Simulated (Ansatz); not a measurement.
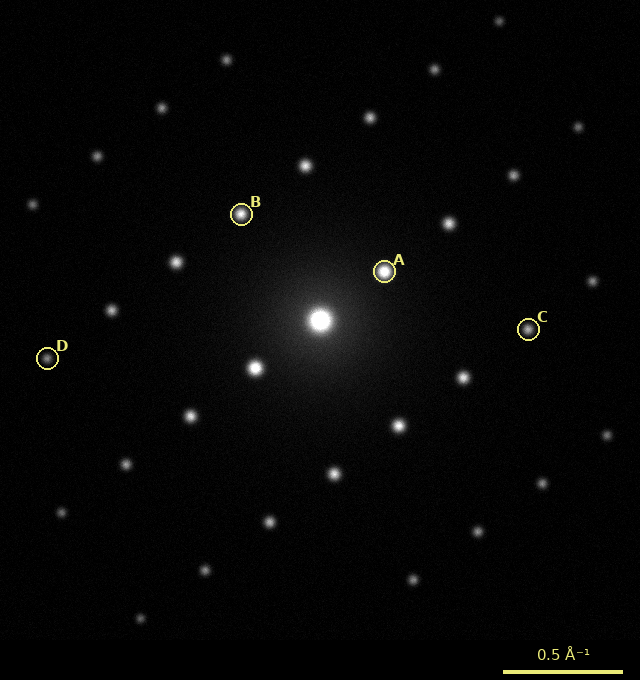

Kinematic zone-axis pattern, calculated for 120 keV electrons with B = 1 Å². The zone axis points towards the electron source and the pattern is seen from the source side.

The sample is Pb, space group P6_3/mmc (No. 194), a = 3.589 Å, c = 5.884 Å (hexagonal axes). Structure: the input geometry of an electronic-structure calculation (not necessarily at equilibrium); the starting structure was generated, so it need not be a known form of this composition.

```cif
data_structure
_symmetry_space_group_name_H-M 'P6_3/mmc'
_symmetry_Int_Tables_number 194
_cell_length_a 3.5887
_cell_length_b 3.5887
_cell_length_c 5.8835
_cell_angle_alpha 90.000
_cell_angle_beta 90.000
_cell_angle_gamma 120.000
_cell_volume 65.62
loop_
_atom_site_label
_atom_site_type_symbol
_atom_site_symmetry_multiplicity
_atom_site_Wyckoff_symbol
_atom_site_fract_x
_atom_site_fract_y
_atom_site_fract_z
_atom_site_occupancy
Pb1 Pb 2 c 0.33333 0.66667 0.25000 1
```

Spot A is indexed 0 0 -2 and spot B -1 2 0.

Give hkl for C, D.

Answer. C = 2A − B = 1 -2 -4 (d = 1.138 Å). D = −3A + B = -1 2 6 (d = 0.860 Å).

Which zone axis is this?

Answer. The cross product of A and B is parallel to [210]; every spot obeys hu + kv + lw = 0.

What are the spacings of A and B and the angle between them?

Answer. d(A) = 2.942 Å, d(B) = 1.794 Å, and the angle is 90.0°.
